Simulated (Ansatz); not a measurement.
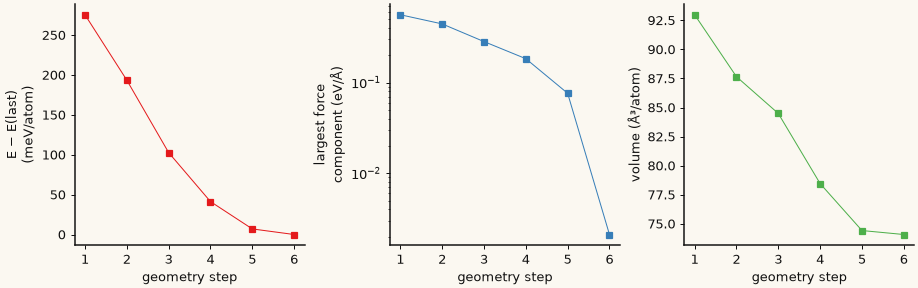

History of a geometry optimisation. Atoms and cell relax. A closing SCF on a freshly chosen basis isn't drawn.

The run: K (P4_2/mcm, 4 atoms in the cell), by DFT PBE, scalar-relativistic, plane waves, PAW (Ansatz 0.2.0); cutoff 420 eV, 4×4×4 k-mesh, Gaussian smearing of 0.1 eV.

Q: How did it end, and what did it gain?

A: The optimisation met its thresholds at geometry 6, counting the start as the first. The energy fell by about 280 meV/atom from the first step to the last. The largest force component goes from about 0.56 eV/Å at the start to 2.1 × 10⁻³ eV/Å at the end.

Q: Was the starting cell too large or too small?

A: The volume shrinks from 93.0 to 74.1 Å³ per atom (−20 %). The start was expanded.
